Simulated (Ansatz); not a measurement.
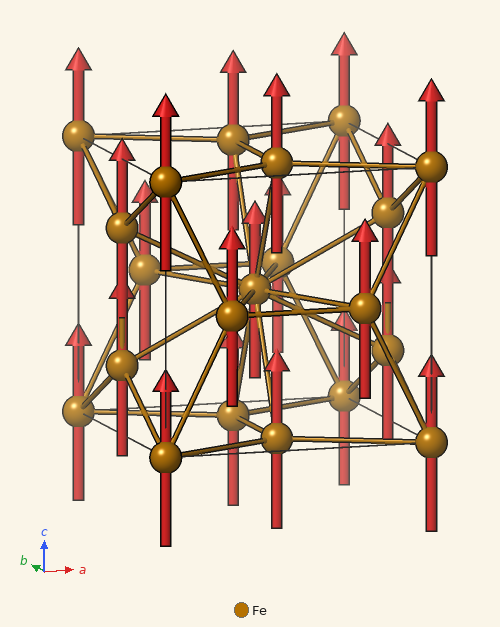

A ball-and-stick rendering, viewed slightly off an axis. The simulation cell is outlined; an atom on or near a face, edge or corner is repeated at each equivalent position. Arrows are the site magnetic moments above 0.25 μB; longer means larger, and red and blue are up and down (without spin-orbit coupling the axis itself is arbitrary).

This is the state reached for Fe. Level of theory and settings: DFT PBE, scalar-relativistic, plane waves, PAW in Ansatz 0.2.0, a kinetic-energy cutoff of 420 eV, Brillouin-zone sampling on an 8×8×8 mesh, Gaussian smearing of 0.1 eV, collinear spins.

Question: What order do the moments form, and how large are they?

Answer: Ferromagnetic (within this cell). Site moments: 8 Fe +2.1 to +2.2 μB. The net spin moment of the whole cell is 17.2 μB.

It goes back to a textbook structure type filled with this element (whether it is the usual form wasn't checked). Atoms and cell were optimised with DFT PBE, scalar-relativistic, plane waves, PAW in Ansatz 0.2.0.
